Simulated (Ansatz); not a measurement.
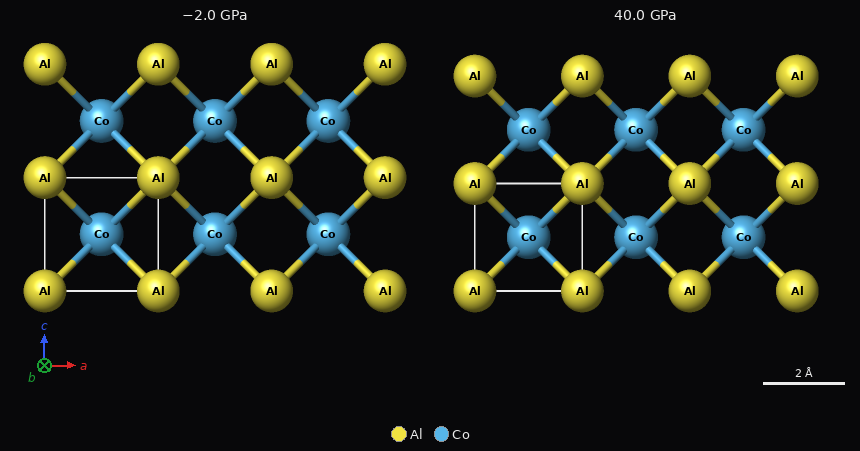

A crystal of AlCo (set up in Pm-3m), relaxed (cell and atoms) at several target pressures. The picture shows the first and the last member. Style: ball-and-stick. Shown: the cell of the calculation, repeated 3 × 1 × 2 with one cell outlined, along the b axis.

Computed with Ansatz 0.2.0: DFT PBEsol, scalar-relativistic, plane waves, PAW. Settings: plane-wave cutoff 420 eV; k-point mesh 14 × 14 × 14 at −2.0 to 20.0, 16 × 16 × 16 at 40.0 GPa; occupations gaussian; smearing width 0.1 eV; no spin polarisation; cell and atoms relaxed; force threshold 0.008 eV/Å.

```tsv
pressure (GPa)	volume (Å³/atom)	a (Å)
−2.0	11.364	2.833
0.0	11.244	2.823
2.0	?	?
5.0	10.969	2.799
10.0	10.728	2.779
20.0	10.318	2.743
40.0	9.675	2.685
```

**Fill in the missing row.**

Murnaghan's form V = V₀(1 + B′P/B₀)^(−1/B′), with V₀ = 11.244 Å³ from the row at zero pressure, fits the other rows with B₀ = 194 GPa and B′ = 4.02 (largest miss 0.003 Å³). At 2.0 GPa it gives 11.244 × (1 + 4.02 × 2.0/194)^(−1/4.02) = 11.131 Å³ per atom. The calculation gives 11.130 Å³/atom (a = 2.813 Å). The estimate is 0.001 Å³/atom too high. From the first member to the last: Al–Co 2.453 → 2.325 Å.

The whole series:

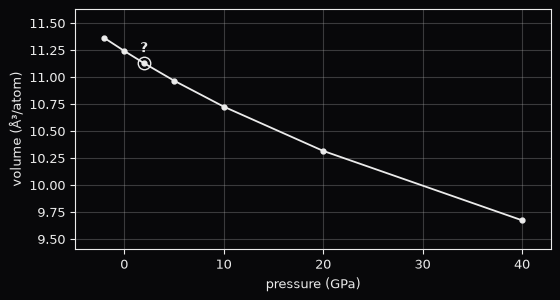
